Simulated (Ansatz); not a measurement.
System: Na₁₇H₁₅ (cell with a defect).

Input

```
crystal:
  lattice:
    - [-4.8309073878, 4.8309073878, 4.8309073878]
    - [4.8309073878, -4.8309073878, 4.8309073878]
    - [4.8309073878, 4.8309073878, -4.8309073878]
  atoms:
    - { symbol: Na, position: [0.5, 0.5, 0.0] }
    - { symbol: Na, position: [0.5, 0.75, 0.75] }
    - { symbol: Na, position: [0.5, 0.0, 0.5] }
    - { symbol: Na, position: [0.75, 0.25, 0.0] }
    - { symbol: Na, position: [0.5, 0.25, 0.25] }
    - { symbol: Na, position: [0.75, 0.5, 0.75] }
    - { symbol: Na, position: [0.75, 0.75, 0.5] }
    - { symbol: Na, position: [0.0, 0.0, 0.0] }
    - { symbol: Na, position: [0.75, 0.0, 0.25] }
    - { symbol: Na, position: [0.0, 0.25, 0.75] }
    - { symbol: Na, position: [0.0, 0.5, 0.5] }
    - { symbol: Na, position: [0.25, 0.75, 0.0] }
    - { symbol: Na, position: [0.0, 0.75, 0.25] }
    - { symbol: Na, position: [0.25, 0.0, 0.75] }
    - { symbol: Na, position: [0.25, 0.25, 0.5] }
    - { symbol: Na, position: [0.25, 0.5, 0.25] }
    - { symbol: Na, position: [0.5, 0.75, 0.25] }
    - { symbol: H, position: [0.5, 0.0, 0.0] }
    - { symbol: H, position: [0.5, 0.25, 0.75] }
    - { symbol: H, position: [0.75, 0.5, 0.25] }
    - { symbol: H, position: [0.5, 0.5, 0.5] }
    - { symbol: H, position: [0.75, 0.75, 0.0] }
    - { symbol: H, position: [0.75, 0.0, 0.75] }
    - { symbol: H, position: [0.0, 0.25, 0.25] }
    - { symbol: H, position: [0.75, 0.25, 0.5] }
    - { symbol: H, position: [0.0, 0.5, 0.0] }
    - { symbol: H, position: [0.0, 0.75, 0.75] }
    - { symbol: H, position: [0.25, 0.0, 0.25] }
    - { symbol: H, position: [0.0, 0.0, 0.5] }
    - { symbol: H, position: [0.25, 0.25, 0.0] }
    - { symbol: H, position: [0.25, 0.5, 0.75] }
    - { symbol: H, position: [0.25, 0.75, 0.5] }
  host:
    lattice:
      - [0.0, 2.4154536939, 2.4154536939]
      - [2.4154536939, 0.0, 2.4154536939]
      - [2.4154536939, 2.4154536939, 0.0]
    atoms:
      - { symbol: Na, position: [0.0, 0.0, 0.0] }
      - { symbol: H, position: [0.5, 0.5, 0.5] }
basis:
  ecutwfc: 420
  xc_grid: 2
kpoints:
  mp_grid: { grid: [2, 2, 2], shift: [0.5, 0.5, 0.5] }
hamiltonian:
  xc: pbe
scf:
  occupations: { method: gaussian, width: 0.01 }
output:
  forces: true
  stress: false
  eigenvalues: true
  charged_corrections:
    defect_position: [0.5, 0.75, 0.25]
    epsilon: [[10.1098, 0.0, 0.0], [0.0, 10.1098, 0.0], [0.0, 0.0, 10.1098]]
  write_density: true
  write_potential: true
  elf: true
  volumetric_format: npy
relax:
  adjacent_minimum: "off"
  f_tol: 0.025
  max_steps: 45
```

Run with:

```sh
ansatz run input.yaml --threads 4 --pin off --max-ram 6144MiB --backend cpu --events-out ev --progress --plain --runs-dir out
```

The fields are those of the relaxed geometry.

Method: DFT PBE, scalar-relativistic, plane waves, PAW (Ansatz 0.2.0).

Q: Predict the valence pseudo-density and electron localisation function between the atoms.

A: Na–H (2.42 Å): ρ at the midpoint is about 0.08 e/Å³; the ELF climbs to about 1 towards the hydrogen.

Q: Does the calculation make it a metal, or give it a gap?

A: It is gapped, with a Kohn–Sham gap of 1.8 eV on the k-point mesh, an upper bound to the gap of this method.

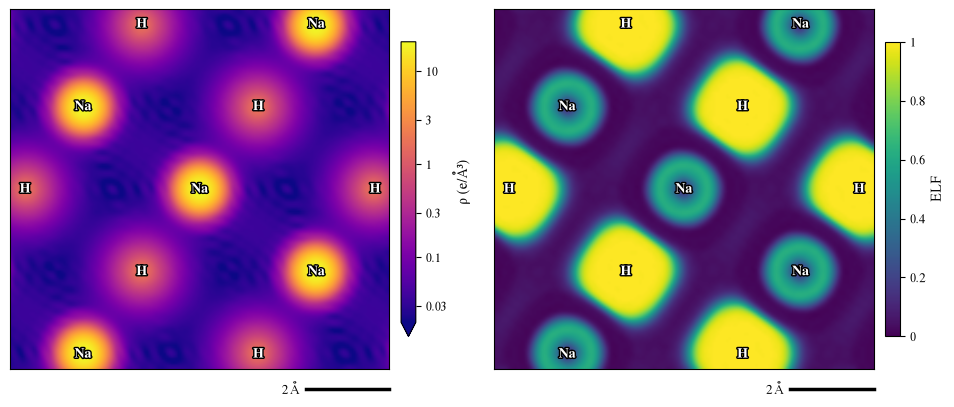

Computed valence pseudo-density and electron localisation function on the (010) plane of the calculation cell, in this order. 

In a PAW calculation such maps are meaningful between the atoms, not at the nuclei.
